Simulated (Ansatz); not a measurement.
**Al: geometry relaxation (part 1 of 2)**

Al (slab, 27 atoms in the cell), computed with DFT PBE+D3(BJ), scalar-relativistic, plane waves, PAW, no spin polarisation (Ansatz 0.2.0).

The structure derives from an entry of the Crystallography Open Database. The input holds or restrains some coordinates. Forces given for the steps count only the free coordinates. It belongs to a series of runs on one base structure; here: clean slab, lower planes held. Figures and captions count atoms from 1; the log counts them from 0 in places.

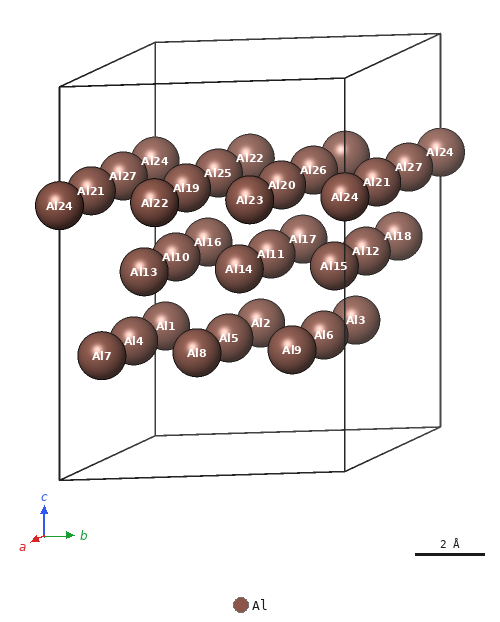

*The structure as given in the input (spheres-only view of the cell of the calculation, with the vacuum cut short, seen slightly off an axis; atoms are numbered from 1 in the order of the input). An atom can appear more than once, as a periodic image.*

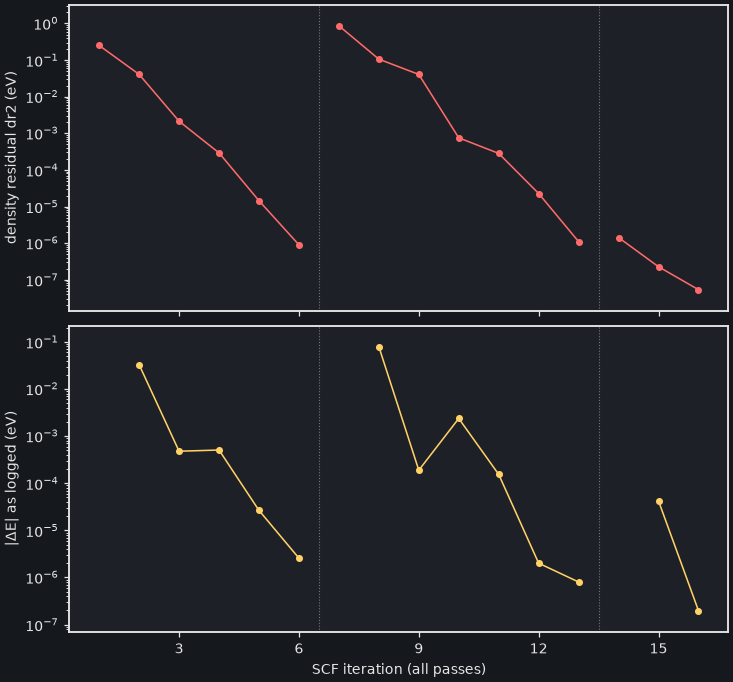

*Convergence of the self-consistent field: density residual dr2 and size of the energy change against the SCF iteration. The dotted lines part the SCF passes of the relaxation: geometry steps, rejected trials and re-solves on a re-selected basis.*

The passes take 6, 7 and 3 iterations.

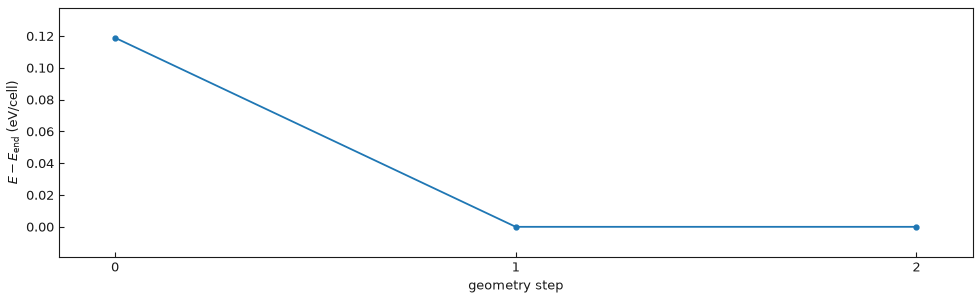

*Progress of the restrained relaxation, step by step (the first geometry is step 0 here and step 1 in the log).*

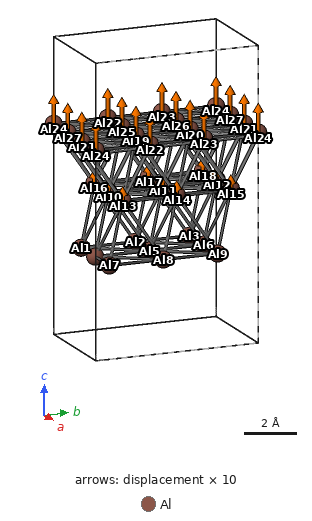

*Start (faint) and end (solid) with the displacements as orange arrows, magnified 10 times (ball-and-stick view of the cell of the calculation, with the vacuum cut short, seen slightly off an axis).*

The largest moves, 0.13 Å, are those of 9 atoms (Al19, Al20, Al21, Al22 and others). The lattice vectors keep their values. Distances before and after: Al10–Al19 2.816 → 2.871 Å. Over 2 geometry steps the energy falls by 0.119 eV per cell of the calculation. Largest force component: 0.18 eV/Å at the start, 0.017 eV/Å at the end. (Atoms are counted from 1 in the order of the input.)

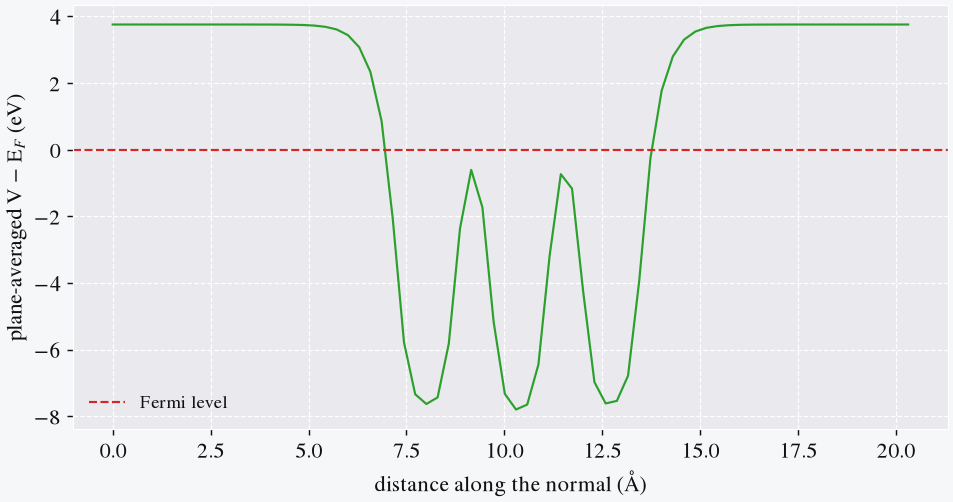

*Plane average of the electrostatic potential energy of an electron across the cell, from the Fermi level.*

The vacuum level lies 3.76 eV above the Fermi level.

The input and output of the run follow.

Input file:
```yaml
crystal:
  lattice:
    - [8.4486369609, 0.0, 0.0]
    - [-4.2243184805, 7.3167342355, 0.0]
    - [0.0, 0.0, 20.5988554614]
  atoms:
    - { symbol: Al, position: [0.2222222222, 0.1111111111, 0.3883710925] }
    - { symbol: Al, position: [0.2222222222, 0.4444444444, 0.3883710925] }
    - { symbol: Al, position: [0.2222222222, 0.7777777778, 0.3883710925] }
    - { symbol: Al, position: [0.5555555556, 0.1111111111, 0.3883710925] }
    - { symbol: Al, position: [0.5555555556, 0.4444444444, 0.3883710925] }
    - { symbol: Al, position: [0.5555555556, 0.7777777778, 0.3883710925] }
    - { symbol: Al, position: [0.8888888889, 0.1111111111, 0.3883710925] }
    - { symbol: Al, position: [0.8888888889, 0.4444444444, 0.3883710925] }
    - { symbol: Al, position: [0.8888888889, 0.7777777778, 0.3883710925] }
    - { symbol: Al, position: [0.4444444444, 0.2222222222, 0.5] }
    - { symbol: Al, position: [0.4444444444, 0.5555555556, 0.5] }
    - { symbol: Al, position: [0.4444444444, 0.8888888889, 0.5] }
    - { symbol: Al, position: [0.7777777778, 0.2222222222, 0.5] }
    - { symbol: Al, position: [0.7777777778, 0.5555555556, 0.5] }
    - { symbol: Al, position: [0.7777777778, 0.8888888889, 0.5] }
    - { symbol: Al, position: [0.1111111111, 0.2222222222, 0.5] }
    - { symbol: Al, position: [0.1111111111, 0.5555555556, 0.5] }
    - { symbol: Al, position: [0.1111111111, 0.8888888889, 0.5] }
    - { symbol: Al, position: [0.6666666667, 0.3333333333, 0.6116289075] }
    - { symbol: Al, position: [0.6666666667, 0.6666666667, 0.6116289075] }
    - { symbol: Al, position: [0.6666666667, 0.0, 0.6116289075] }
    - { symbol: Al, position: [0.0, 0.3333333333, 0.6116289075] }
    - { symbol: Al, position: [0.0, 0.6666666667, 0.6116289075] }
    - { symbol: Al, position: [0.0, 0.0, 0.6116289075] }
    - { symbol: Al, position: [0.3333333333, 0.3333333333, 0.6116289075] }
    - { symbol: Al, position: [0.3333333333, 0.6666666667, 0.6116289075] }
    - { symbol: Al, position: [0.3333333333, 0.0, 0.6116289075] }
basis:
  ecutwfc: 420
kpoints:
  mp_grid: { grid: [3, 3, 1] }
hamiltonian:
  xc: pbe
  dispersion: d3bj
scf:
  occupations: { method: gaussian, width: 0.1 }
output:
  forces: true
  eigenvalues: true
relax:
  adjacent_minimum: "off"
  f_tol: 0.03
  max_steps: 70
  constraints: [{ sites: [0, 1, 2, 3, 4, 5, 6, 7, 8] }]
efield:
  axis: 3
  dipole_correction: true
  ramp_width: 0.04
```

Launch command:
```bash
ansatz run input.yaml --threads 4 --pin off --max-ram 10240MiB --backend cpu --events-out ev --progress --plain --runs-dir out
```

Log:
```
Engine: ansatz 0.2.0, x86_64-unknown-linux-gnu
Pseudopotentials: kind: paw
Pseudopotential: Al, paw, valence charge 3, recommended cutoff 420 eV (normal), Al.paw.azcp
Functional definition: PBE
  parameter kappa = 0.804
  parameter beta = 0.06672455060314922
  exchange = pbe_x(kappa = kappa, mu = beta*pi^2/3)
  correlation = pbe_c(beta = beta)
Crystal: 27 atoms, lattice volume = 1273.348 Å³
Basis set: ecut = 420 eV, 24963 PW (Γ), exchange–correlation on 120×120×288 points (8 copies of the dense FFT grid, shifted against one another)
Bands: 68, of which v1, the nominal top of the filled ones, is band 41 counted from 1 (40 counted from 0)
Symmetry: 54 space group operations
k-points: 3 of 9 (time reversal used)
Non-local potential: Al, projectors of the file, l = 0: 2, l = 1: 2, l = 2: 1
PAW form: soft (Blöchl's): semilocal exchange-correlation on the pseudo side does not see the compensation charge
PAW one-centre angular grid: Al, 110 points (default); XC on 64 Gauss nodes
Initial density: superposition of atomic densities (neutral atoms: chi_scale 0, normalization atom), corrected by the library's trained network
Initial wavefunctions: pseudopotential atomic-orbital guess
Functional: x = pbe(κ = 0.804, μ = 0.2195149727645171), c = pbe(β = 0.06672455060314922)
SCF iter   1: F=—  HF=-14512.157465 eV  |F-HF|=—  |Δ(HF+E_count)|=         —  Δρ=1.83e-3  dr2=2.51e-1  ethr=1.77e-3  p=0.000 e·Å  D=2.05e-14 V/Å  ΔV_dip=-0.00 eV  dr2_dipole=7.49e-8  V_vac-E_F(+/−)=3.97/3.97 eV  ⟨swp⟩=10.0  Hψ=1263  notcnv=0  defer=4
efield: sawtooth ramp at fractional position 0.9800 (placed from the atoms, in the widest stretch of the axis that holds none; the zero of the levels goes with the place), width 0.0400; the density the first Hamiltonian is built on has a dipole p = 0.000 e·Å; the dipole correction subtracts the counter field D = 2.05e-14 V/Å, which shifts the + side's vacuum level by -0.00 eV against the − side's; the planar-averaged density in the ramp window peaks in size at 1.1e-5 e/Å³
preconditioner: auto → LDOS  [metal: Δε(μ)=0.085 eV  Ē_g=6.263 eV  σ=0.100 eV  W_gap=0.45  n_scr=100 (ndim 8)  ℏωp=9.4 eV  f_vac=0.529  D(μ)=30.25/eV (n_scr^D=186)  β→1.0]
SCF iter   2: F=—  HF=-14512.124670 eV  |F-HF|=—  |Δ(HF+E_count)|=   3.28e-2  Δρ=7.35e-4  dr2=4.07e-2  ethr=3.10e-4  p=0.000 e·Å  D=2.58e-5 V/Å  ΔV_dip=-0.00 eV  dr2_dipole=2.13e-8  V_vac-E_F(+/−)=3.90/3.90 eV  ⟨swp⟩=1.0  Hψ=237  notcnv=0  defer=6
SCF iter   3: F=—  HF=-14512.125148 eV  |F-HF|=—  |Δ(HF+E_count)|=   4.78e-4  Δρ=2.28e-4  dr2=2.14e-3  ethr=5.02e-5  p=0.000 e·Å  D=8.63e-6 V/Å  ΔV_dip=-0.00 eV  dr2_dipole=4.75e-8  V_vac-E_F(+/−)=3.84/3.84 eV  ⟨swp⟩=2.0  Hψ=231  notcnv=0  defer=6
SCF iter   4: F=—  HF=-14512.125655 eV  |F-HF|=—  |Δ(HF+E_count)|=   5.07e-4  Δρ=6.37e-5  dr2=2.92e-4  ethr=2.65e-6  p=0.000 e·Å  D=3.92e-6 V/Å  ΔV_dip=-0.00 eV  dr2_dipole=1.28e-7  V_vac-E_F(+/−)=3.83/3.83 eV  ⟨swp⟩=2.0  Hψ=281  notcnv=0  defer=6
iter 5 did not close the SCF: its close was put off for the readings that it lacked (scf_convergence_deferred on its scf_iter line)
SCF iter   5: F=-14512.125678 eV  HF=-14512.125681 eV  |F-HF|=3.14e-6  |Δ(HF+E_count)|=   2.65e-5  Δρ=2.41e-5  dr2=1.44e-5  ethr=3.60e-7  p=0.000 e·Å  D=6.25e-7 V/Å  ΔV_dip=-0.00 eV  dr2_dipole=3.55e-8  V_vac-E_F(+/−)=3.83/3.83 eV  ⟨swp⟩=2.0  Hψ=224  notcnv=0  defer=6
SCF iter   6: F=-14512.125684 eV  HF=-14512.125684 eV  |F-HF|=3.06e-7  |Δ(HF+E_count)|=   2.57e-6  Δρ=5.14e-6  dr2=9.01e-7  ethr=1.78e-8  p=-0.000 e·Å  D=-8.71e-7 V/Å  ΔV_dip=0.00 eV  dr2_dipole=1.47e-8  V_vac-E_F(+/−)=3.83/3.83 eV  ⟨swp⟩=40.7  Hψ=1664  notcnv=0
SCF 1 converged in 6 iterations: F = -14512.125684 eV  dr2 = 9.01e-7
  greatest PAW one-centre occupation: 0.463 electrons in one spin orbital (limit 2), on the Al atom at site 8 (counted from 0), in its partial waves of l = 0
relax step   1: F+E_penalty+E_count = -14512.12568395 eV  Δ(F+E_penalty+E_count) = +0.000e0 eV  max|allowed force component| = 1.769e-1 eV/Å  Δτ_max = 0.0000 Å  (6 SCF iters, dr2 threshold 2.25e-5 eV, accepted)
Initial density: handed on by an earlier stage of this run
Initial wavefunctions: those handed on with the density
iter 1 solved again at ethr=1.09e-3 eV; its pass at ethr=3.10e-3 eV (dr2=8.85e-1 eV) is discarded
SCF iter   1: F=—  HF=-14512.325528 eV  |F-HF|=—  |Δ(HF+E_count)|=         —  Δρ=2.65e-3  dr2=8.66e-1  ethr=1.09e-3  p=-0.000 e·Å  D=-8.87e-7 V/Å  ΔV_dip=0.00 eV  dr2_dipole=1.45e-1  V_vac-E_F(+/−)=3.73/3.73 eV  ⟨swp⟩=1.0  Hψ=824  notcnv=0  defer=41
efield: sawtooth ramp at fractional position 0.9800 (handed on by an earlier solve), width 0.0400; the density the first Hamiltonian is built on has a dipole p = -0.000 e·Å; the dipole correction subtracts the counter field D = -8.87e-7 V/Å, which shifts the + side's vacuum level by +0.00 eV against the − side's; the planar-averaged density in the ramp window peaks in size at 6.4e-8 e/Å³
preconditioner: auto → LDOS  [metal: Δε(μ)=0.032 eV  Ē_g=6.149 eV  σ=0.100 eV  W_gap=0.18  n_scr=100 (ndim 8)  ℏωp=9.4 eV  f_vac=0.526  D(μ)=24.90/eV (n_scr^D=150)  β→1.0]
SCF iter   2: F=—  HF=-14512.246661 eV  |F-HF|=—  |Δ(HF+E_count)|=   7.89e-2  Δρ=1.28e-3  dr2=1.06e-1  ethr=1.07e-3  p=-0.000 e·Å  D=-7.80e-7 V/Å  ΔV_dip=0.00 eV  dr2_dipole=2.60e-2  V_vac-E_F(+/−)=3.77/3.77 eV  ⟨swp⟩=2.3  Hψ=238  notcnv=0  defer=41
SCF iter   3: F=—  HF=-14512.246850 eV  |F-HF|=—  |Δ(HF+E_count)|=   1.89e-4  Δρ=4.54e-4  dr2=4.06e-2  ethr=1.31e-4  p=0.004 e·Å  D=5.44e-4 V/Å  ΔV_dip=-0.01 eV  dr2_dipole=1.20e-2  V_vac-E_F(+/−)=3.74/3.76 eV  ⟨swp⟩=2.7  Hψ=288  notcnv=0  defer=41
SCF iter   4: F=—  HF=-14512.244479 eV  |F-HF|=—  |Δ(HF+E_count)|=   2.37e-3  Δρ=1.16e-4  dr2=7.53e-4  ethr=5.01e-5  p=-0.000 e·Å  D=-1.62e-5 V/Å  ΔV_dip=0.00 eV  dr2_dipole=7.55e-5  V_vac-E_F(+/−)=3.76/3.76 eV  ⟨swp⟩=2.0  Hψ=218  notcnv=0  defer=41
SCF iter   5: F=—  HF=-14512.244634 eV  |F-HF|=—  |Δ(HF+E_count)|=   1.54e-4  Δρ=5.15e-5  dr2=2.83e-4  ethr=9.30e-7  p=0.000 e·Å  D=4.94e-5 V/Å  ΔV_dip=-0.00 eV  dr2_dipole=5.06e-5  V_vac-E_F(+/−)=3.76/3.76 eV  ⟨swp⟩=2.7  Hψ=322  notcnv=0  defer=41
SCF iter   6: F=—  HF=-14512.244636 eV  |F-HF|=—  |Δ(HF+E_count)|=   2.01e-6  Δρ=1.55e-5  dr2=2.27e-5  ethr=3.50e-7  p=0.000 e·Å  D=6.52e-7 V/Å  ΔV_dip=-0.00 eV  dr2_dipole=1.33e-6  V_vac-E_F(+/−)=3.76/3.76 eV  ⟨swp⟩=2.0  Hψ=252  notcnv=0  defer=41
SCF iter   7: F=-14512.244636 eV  HF=-14512.244636 eV  |F-HF|=1.94e-7  |Δ(HF+E_count)|=   8.02e-7  Δρ=4.47e-6  dr2=1.10e-6  ethr=2.41e-9  p=0.000 e·Å  D=5.01e-5 V/Å  ΔV_dip=-0.00 eV  dr2_dipole=3.39e-7  V_vac-E_F(+/−)=3.76/3.76 eV  ⟨swp⟩=17.7  Hψ=1438  notcnv=0
SCF 2 converged in 7 iterations: F = -14512.244636 eV  dr2 = 1.10e-6
  greatest PAW one-centre occupation: 0.464 electrons in one spin orbital (limit 2), on the Al atom at site 26 (counted from 0), in its partial waves of l = 0
relax step   2: F+E_penalty+E_count = -14512.24463629 eV  Δ(F+E_penalty+E_count) = -1.190e-1 eV  max|allowed force component| = 1.672e-2 eV/Å  Δτ_max = 0.1321 Å  (7 SCF iters, dr2 threshold 1.96e-6 eV, accepted)
iter 1 solved again at ethr=1.75e-9 eV; its pass at ethr=3.10e-3 eV (dr2=1.42e-6 eV) is discarded
```
